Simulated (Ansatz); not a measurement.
**Run report: Sc8H, geometry relaxation (part 1 of 2)**

System: Sc8H (slab, 9 atoms in the cell).
Method: DFT LDA, scalar-relativistic, plane waves, PAW, no spin polarisation (Ansatz 0.2.0).

The structure derives from an entry of the Crystallography Open Database. The input holds or restrains some coordinates. Forces given for the steps count only the free coordinates. Figures and captions count atoms from 1; the log counts them from 0 in places.

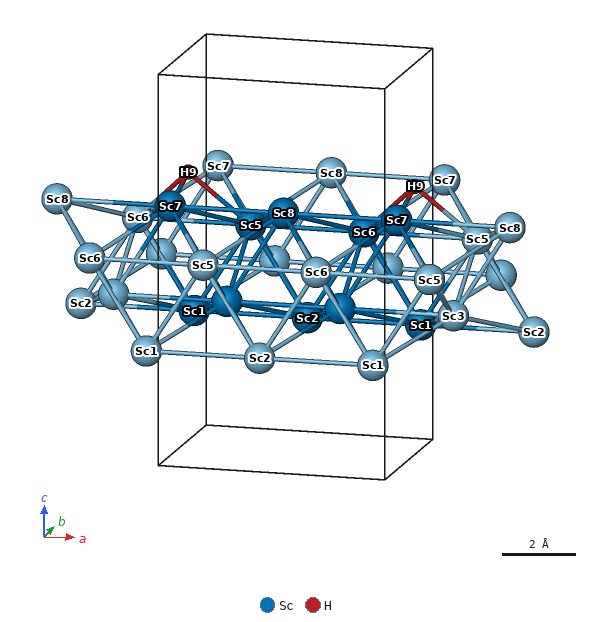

Figure 1. The input geometry (ball-and-stick view of the cell of the calculation, with the vacuum cut short, seen slightly off an axis; neighbours outside the cell are drawn fainter; atoms are numbered from 1 in the order of the input). An atom can appear more than once, as a periodic image.

The input
```yaml
crystal:
  lattice:
    - [6.4591689165, 0.0, 0.0]
    - [0.0, 4.9849552023, 0.0]
    - [0.0, 0.0, 19.0264987477]
  atoms:
    - { symbol: Sc, position: [0.0, 0.75, 0.2102331098] }
    - { symbol: Sc, position: [0.5, 0.75, 0.2102331098] }
    - { symbol: Sc, position: [0.25, 0.25, 0.2592332301] }
    - { symbol: Sc, position: [0.75, 0.25, 0.2592332301] }
    - { symbol: Sc, position: [0.25, 0.75, 0.3431453096] }
    - { symbol: Sc, position: [0.75, 0.75, 0.3431453096] }
    - { symbol: Sc, position: [0.0, 0.25, 0.3955798094] }
    - { symbol: Sc, position: [0.5, 0.25, 0.3955798094] }
    - { symbol: H, position: [0.0, 0.625, 0.4235031404] }
basis:
  ecutwfc: 420
kpoints:
  mp_grid: { grid: [4, 6, 1] }
hamiltonian:
  xc: lda
scf:
  occupations: { method: gaussian, width: 0.1 }
output:
  forces: true
  eigenvalues: true
relax:
  adjacent_minimum: "off"
  f_tol: 0.025
  max_steps: 16
  constraints: [{ sites: [0, 1, 2, 3, 4, 5, 6, 7] }, { sites: [8], fix: xy }]
efield:
  axis: 3
  dipole_correction: true
  ramp_width: 0.04
```

Launch command:
```bash
ansatz run input.yaml --threads 4 --pin off --max-ram 12288MiB --backend cpu --events-out ev --progress --plain --runs-dir out
```

What the program printed
```
Engine: ansatz 0.2.0, aarch64-unknown-linux-gnu
Pseudopotentials: kind: paw
Pseudopotential: Sc, paw, valence charge 11, recommended cutoff 420 eV (normal), Sc.paw.azcp
Pseudopotential: H, paw, valence charge 1, recommended cutoff 420 eV (normal), H.paw.azcp
Functional definition: SPW92
  exchange = slater_x
  correlation = pw_c
Crystal: 9 atoms, lattice volume = 612.628 Å³
Basis set: ecut = 420 eV, 11975 PW (Γ)
Bands: 54, of which v1, the nominal top of the filled ones, is band 45 counted from 1 (44 counted from 0)
Symmetry: 2 space group operations
Space group: Pm (ITA 6), of the structure as read, at distance tolerance 8.5e-5 Å
k-points: 12 of 24 (time reversal used)
Non-local potential: Sc, projectors of the file, l = 0: 3, l = 1: 2, l = 2: 3, l = 3: 1
Non-local potential: H, projectors of the file, l = 0: 2, l = 1: 1
PAW form: soft (Blöchl's): semilocal exchange-correlation on the pseudo side does not see the compensation charge
PAW frozen core: Sc, regenerated for the run's functional, and the local potential with it (the file was generated under x = pbe(κ = 0.804, μ = 0.2195149727645171), c = pbe(β = 0.06672455060314922))
PAW one-centre angular grid: Sc, 590 points (default); XC on 64 Gauss nodes
PAW one-centre angular grid: H, 110 points (default); XC on 64 Gauss nodes
Initial density: superposition of atomic densities (neutral atoms: chi_scale 0, normalization atom), corrected by the library's trained network
Initial wavefunctions: pseudopotential atomic-orbital guess
Functional: x = slater, c = lda
SCF iter   1: F=—  HF=-16723.341278 eV  |F-HF|=—  |Δ(HF+E_count)|=         —  Δρ=4.83e-3  dr2=4.69e-1  ethr=1.77e-3  p=0.059 e·Å  D=1.74e-2 V/Å  ΔV_dip=-0.33 eV  dr2_dipole=8.41e-3  V_vac-E_F(+/−)=3.50/3.83 eV  ⟨swp⟩=9.5  Hψ=2990  notcnv=0
efield: sawtooth ramp at fractional position 0.7969 (placed from the atoms, in the widest stretch of the axis that holds none; the zero of the levels goes with the place), width 0.0400; the density the first Hamiltonian is built on has a dipole p = 0.059 e·Å; the dipole correction subtracts the counter field D = 1.74e-2 V/Å, which shifts the + side's vacuum level by -0.33 eV against the − side's; the planar-averaged density in the ramp window peaks in size at 6.7e-5 e/Å³
preconditioner: auto → LDOS  [metal: Δε(μ)=0.002 eV  Ē_g=2.133 eV  σ=0.100 eV  W_gap=0.01  n_scr=84 (ndim 8)  ℏωp=7.5 eV  f_vac=0.592  D(μ)=10.30/eV (n_scr^D=62)  β→1.0]
SCF iter   2: F=—  HF=-16723.299742 eV  |F-HF|=—  |Δ(HF+E_count)|=   4.15e-2  Δρ=2.24e-3  dr2=1.40e-1  ethr=5.27e-4  p=0.042 e·Å  D=1.24e-2 V/Å  ΔV_dip=-0.24 eV  dr2_dipole=2.21e-4  V_vac-E_F(+/−)=3.28/3.51 eV  ⟨swp⟩=2.8  Hψ=1017  notcnv=0  defer=24
SCF iter   3: F=—  HF=-16723.282600 eV  |F-HF|=—  |Δ(HF+E_count)|=   1.71e-2  Δρ=7.13e-4  dr2=1.06e-2  ethr=1.57e-4  p=0.050 e·Å  D=1.46e-2 V/Å  ΔV_dip=-0.28 eV  dr2_dipole=2.31e-6  V_vac-E_F(+/−)=3.38/3.66 eV  ⟨swp⟩=2.2  Hψ=944  notcnv=0  defer=24
SCF iter   4: F=—  HF=-16723.281363 eV  |F-HF|=—  |Δ(HF+E_count)|=   1.24e-3  Δρ=2.29e-4  dr2=6.03e-4  ethr=1.19e-5  p=0.050 e·Å  D=1.49e-2 V/Å  ΔV_dip=-0.28 eV  dr2_dipole=2.51e-5  V_vac-E_F(+/−)=3.37/3.65 eV  ⟨swp⟩=2.1  Hψ=909  notcnv=0  defer=22
SCF iter   5: F=—  HF=-16723.281331 eV  |F-HF|=—  |Δ(HF+E_count)|=   3.19e-5  Δρ=5.27e-5  dr2=2.87e-5  ethr=6.78e-7  p=0.051 e·Å  D=1.49e-2 V/Å  ΔV_dip=-0.28 eV  dr2_dipole=4.16e-7  V_vac-E_F(+/−)=3.36/3.65 eV  ⟨swp⟩=2.0  Hψ=948  notcnv=0  defer=22
SCF iter   6: F=—  HF=-16723.281338 eV  |F-HF|=—  |Δ(HF+E_count)|=   7.59e-6  Δρ=3.00e-5  dr2=1.66e-5  ethr=1.76e-8  p=0.051 e·Å  D=1.49e-2 V/Å  ΔV_dip=-0.28 eV  dr2_dipole=9.25e-7  V_vac-E_F(+/−)=3.36/3.65 eV  ⟨swp⟩=16.8  Hψ=3007  notcnv=0
SCF iter   7: F=-16723.281337 eV  HF=-16723.281337 eV  |F-HF|=3.21e-7  |Δ(HF+E_count)|=   1.13e-6  Δρ=7.19e-6  dr2=8.24e-7  ethr=1.76e-8  p=0.051 e·Å  D=1.49e-2 V/Å  ΔV_dip=-0.28 eV  dr2_dipole=1.04e-10  V_vac-E_F(+/−)=3.36/3.65 eV  ⟨swp⟩=5.6  Hψ=1932  notcnv=0
SCF 1 converged in 7 iterations: F = -16723.281337 eV  dr2 = 8.24e-7
  greatest PAW one-centre occupation: 0.998 electrons in one spin orbital (limit 2), on the Sc atom at site 3 (counted from 0), in its partial waves of l = 0
relax step   1: F+E_penalty+E_count = -16723.28133696 eV  Δ(F+E_penalty+E_count) = +0.000e0 eV  max|allowed force component| = 4.126e-1 eV/Å  Δτ_max = 0.0000 Å  (7 SCF iters, dr2 threshold 1.56e-5 eV, accepted)
Initial density: handed on by an earlier stage of this run
Initial wavefunctions: those handed on with the density
iter 1 solved again at ethr=1.15e-4 eV; its pass at ethr=3.10e-3 eV (dr2=1.02e-1 eV) is discarded
SCF iter   1: F=—  HF=-16723.356176 eV  |F-HF|=—  |Δ(HF+E_count)|=         —  Δρ=3.16e-3  dr2=1.03e-1  ethr=1.15e-4  p=0.051 e·Å  D=1.49e-2 V/Å  ΔV_dip=-0.28 eV  dr2_dipole=5.35e-3  V_vac-E_F(+/−)=3.38/3.67 eV  ⟨swp⟩=1.0  Hψ=1851  notcnv=0  defer=17
efield: sawtooth ramp at fractional position 0.7969 (handed on by an earlier solve), width 0.0400; the density the first Hamiltonian is built on has a dipole p = 0.051 e·Å; the dipole correction subtracts the counter field D = 1.49e-2 V/Å, which shifts the + side's vacuum level by -0.28 eV against the − side's; the planar-averaged density in the ramp window peaks in size at 1.1e-6 e/Å³
preconditioner: auto → LDOS  [metal: Δε(μ)=0.013 eV  Ē_g=2.129 eV  σ=0.100 eV  W_gap=0.07  n_scr=84 (ndim 8)  ℏωp=7.5 eV  f_vac=0.595  D(μ)=11.88/eV (n_scr^D=66)  β→1.0]
SCF iter   2: F=—  HF=-16723.335573 eV  |F-HF|=—  |Δ(HF+E_count)|=   2.06e-2  Δρ=1.02e-3  dr2=1.25e-2  ethr=1.15e-4  p=0.055 e·Å  D=1.61e-2 V/Å  ΔV_dip=-0.31 eV  dr2_dipole=3.68e-4  V_vac-E_F(+/−)=3.35/3.65 eV  ⟨swp⟩=2.0  Hψ=781  notcnv=0  defer=17
SCF iter   3: F=—  HF=-16723.335147 eV  |F-HF|=—  |Δ(HF+E_count)|=   4.26e-4  Δρ=5.65e-4  dr2=6.15e-3  ethr=1.41e-5  p=0.054 e·Å  D=1.58e-2 V/Å  ΔV_dip=-0.30 eV  dr2_dipole=5.18e-4  V_vac-E_F(+/−)=3.36/3.66 eV  ⟨swp⟩=2.5  Hψ=1129  notcnv=0  defer=17
SCF iter   4: F=—  HF=-16723.334505 eV  |F-HF|=—  |Δ(HF+E_count)|=   6.42e-4  Δρ=2.09e-4  dr2=7.17e-4  ethr=6.91e-6  p=0.053 e·Å  D=1.58e-2 V/Å  ΔV_dip=-0.30 eV  dr2_dipole=3.13e-5  V_vac-E_F(+/−)=3.36/3.66 eV  ⟨swp⟩=1.8  Hψ=692  notcnv=0  defer=17
SCF iter   5: F=—  HF=-16723.334417 eV  |F-HF|=—  |Δ(HF+E_count)|=   8.73e-5  Δρ=5.55e-5  dr2=6.39e-5  ethr=8.05e-7  p=0.053 e·Å  D=1.58e-2 V/Å  ΔV_dip=-0.30 eV  dr2_dipole=6.44e-6  V_vac-E_F(+/−)=3.36/3.66 eV  ⟨swp⟩=2.0  Hψ=776  notcnv=0  defer=17
SCF iter   6: F=-16723.334411 eV  HF=-16723.334414 eV  |F-HF|=2.95e-6  |Δ(HF+E_count)|=   3.61e-6  Δρ=1.53e-5  dr2=3.72e-6  ethr=1.20e-8  p=0.053 e·Å  D=1.58e-2 V/Å  ΔV_dip=-0.30 eV  dr2_dipole=1.27e-7  V_vac-E_F(+/−)=3.36/3.66 eV  ⟨swp⟩=13.7  Hψ=2819  notcnv=0
SCF 2 converged in 6 iterations: F = -16723.334411 eV  dr2 = 3.72e-6
relax step   2: F+E_penalty+E_count = -16723.33441074 eV  Δ(F+E_penalty+E_count) = -5.307e-2 eV  max|allowed force component| = 1.303e-1 eV/Å  Δτ_max = 0.1950 Å  (6 SCF iters, dr2 threshold 1.06e-5 eV, accepted)
SCF iter   1: F=—  HF=-16723.345196 eV  |F-HF|=—  |Δ(HF+E_count)|=         —  Δρ=1.59e-3  dr2=2.51e-2  ethr=2.49e-4  p=0.053 e·Å  D=1.58e-2 V/Å  ΔV_dip=-0.30 eV  dr2_dipole=1.65e-3  V_vac-E_F(+/−)=3.37/3.67 eV  ⟨swp⟩=2.0  Hψ=1094  notcnv=0  defer=11
efield: sawtooth ramp at fractional position 0.7969 (handed on by an earlier solve), width 0.0400; the density the first Hamiltonian is built on has a dipole p = 0.053 e·Å; the dipole correction subtracts the counter field D = 1.58e-2 V/Å, which shifts the + side's vacuum level by -0.30 eV against the − side's; the planar-averaged density in the ramp window peaks in size at 1.4e-6 e/Å³
preconditioner: auto → LDOS  [metal: Δε(μ)=0.041 eV  Ē_g=2.125 eV  σ=0.100 eV  W_gap=0.23  n_scr=84 (ndim 8)  ℏωp=7.5 eV  f_vac=0.595  D(μ)=12.08/eV (n_scr^D=74)  β→1.0]
SCF iter   2: F=—  HF=-16723.340447 eV  |F-HF|=—  |Δ(HF+E_count)|=   4.75e-3  Δρ=5.24e-4  dr2=3.33e-3  ethr=2.82e-5  p=0.053 e·Å  D=1.57e-2 V/Å  ΔV_dip=-0.30 eV  dr2_dipole=1.04e-4  V_vac-E_F(+/−)=3.36/3.66 eV  ⟨swp⟩=2.0  Hψ=903  notcnv=0  defer=11
SCF iter   3: F=—  HF=-16723.340333 eV  |F-HF|=—  |Δ(HF+E_count)|=   1.14e-4  Δρ=2.81e-4  dr2=1.50e-3  ethr=3.74e-6  p=0.053 e·Å  D=1.56e-2 V/Å  ΔV_dip=-0.30 eV  dr2_dipole=1.26e-4  V_vac-E_F(+/−)=3.37/3.67 eV  ⟨swp⟩=2.1  Hψ=922  notcnv=0  defer=11
SCF iter   4: F=—  HF=-16723.340224 eV  |F-HF|=—  |Δ(HF+E_count)|=   1.09e-4  Δρ=1.04e-4  dr2=1.73e-4  ethr=1.69e-6  p=0.053 e·Å  D=1.56e-2 V/Å  ΔV_dip=-0.30 eV  dr2_dipole=8.39e-6  V_vac-E_F(+/−)=3.37/3.67 eV  ⟨swp⟩=2.0  Hψ=696  notcnv=0  defer=11
SCF iter   5: F=—  HF=-16723.340044 eV  |F-HF|=—  |Δ(HF+E_count)|=   1.80e-4  Δρ=2.90e-5  dr2=1.69e-5  ethr=1.94e-7  p=0.053 e·Å  D=1.55e-2 V/Å  ΔV_dip=-0.30 eV  dr2_dipole=1.52e-6  V_vac-E_F(+/−)=3.37/3.67 eV  ⟨swp⟩=2.0  Hψ=774  notcnv=0  defer=11
SCF iter   6: F=—  HF=-16723.340043 eV  |F-HF|=—  |Δ(HF+E_count)|=   8.04e-7  Δρ=8.43e-6  dr2=1.13e-6  ethr=1.90e-8  p=0.053 e·Å  D=1.55e-2 V/Å  ΔV_dip=-0.30 eV  dr2_dipole=2.87e-8  V_vac-E_F(+/−)=3.37/3.67 eV  ⟨swp⟩=2.1  Hψ=765  notcnv=0  defer=11
SCF iter   7: F=-16723.340043 eV  HF=-16723.340043 eV  |F-HF|=4.87e-8  |Δ(HF+E_count)|=   2.12e-8  Δρ=2.72e-6  dr2=1.06e-7  ethr=1.19e-9  p=0.052 e·Å  D=1.55e-2 V/Å  ΔV_dip=-0.29 eV  dr2_dipole=3.26e-9  V_vac-E_F(+/−)=3.37/3.67 eV  ⟨swp⟩=12.2  Hψ=2450  notcnv=0
SCF 3 converged in 7 iterations: F = -16723.340043 eV  dr2 = 1.06e-7
relax step   3: F+E_penalty+E_count = -16723.34004304 eV  Δ(F+E_penalty+E_count) = -5.632e-3 eV  max|allowed force component| = 5.928e-3 eV/Å  Δτ_max = 0.0905 Å  (7 SCF iters, dr2 threshold 1.06e-6 eV, accepted)
iter 1 solved again at ethr=1.18e-10 eV; its pass at ethr=3.10e-3 eV (dr2=1.05e-7 eV) is discarded
SCF iter   1: F=—  HF=-16723.340043 eV  |F-HF|=—  |Δ(HF+E_count)|=         —  Δρ=2.72e-6  dr2=1.06e-7  ethr=1.18e-10  p=0.052 e·Å  D=1.55e-2 V/Å  ΔV_dip=-0.29 eV  dr2_dipole=3.23e-9  V_vac-E_F(+/−)=3.37/3.67 eV  ⟨swp⟩=1.3  Hψ=1612  notcnv=0
efield: sawtooth ramp at fractional position 0.7969 (handed on by an earlier solve), width 0.0400; the density the first Hamiltonian is built on has a dipole p = 0.052 e·Å; the dipole correction subtracts the counter field D = 1.55e-2 V/Å, which shifts the + side's vacuum level by -0.29 eV against the − side's; the planar-averaged density in the ramp window peaks in size at 1.7e-6 e/Å³
preconditioner: auto → LDOS  [metal: Δε(μ)=0.036 eV  Ē_g=2.120 eV  σ=0.100 eV  W_gap=0.20  n_scr=84 (ndim 8)  ℏωp=7.5 eV  f_vac=0.594  D(μ)=11.98/eV (n_scr^D=74)  β→1.0]
SCF iter   2: F=-16723.340043 eV  HF=-16723.340043 eV  |F-HF|=1.85e-8  |Δ(HF+E_count)|=   2.47e-8  Δρ=1.46e-6  dr2=3.08e-8  ethr=1.12e-10  p=0.052 e·Å  D=1.55e-2 V/Å  ΔV_dip=-0.29 eV  dr2_dipole=7.10e-10  V_vac-E_F(+/−)=3.37/3.67 eV  ⟨swp⟩=2.3  Hψ=1782  notcnv=0
SCF 4 converged in 2 iterations: F = -16723.340043 eV  dr2 = 3.08e-8
relax step   4: F+E_penalty+E_count = -16723.34004309 eV  Δ(F+E_penalty+E_count) = -5.502e-8 eV  max|allowed force component| = 5.998e-3 eV/Å  Δτ_max = 0.0000 Å  (2 SCF iters, accepted)
```

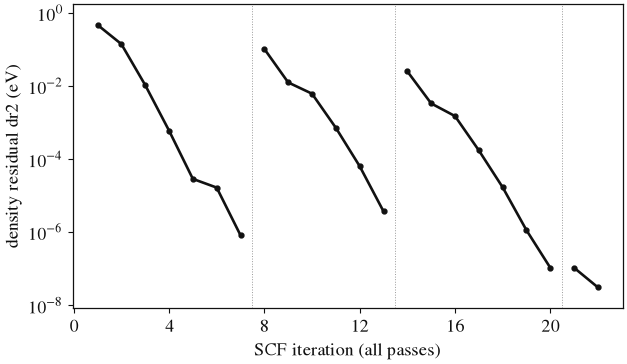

Figure 2. Convergence of the self-consistent field: density residual dr2 against the SCF iteration. The dotted lines part the SCF passes of the relaxation: geometry steps, rejected trials and re-solves on a re-selected basis. The passes take 7, 6, 7 and 2 iterations.
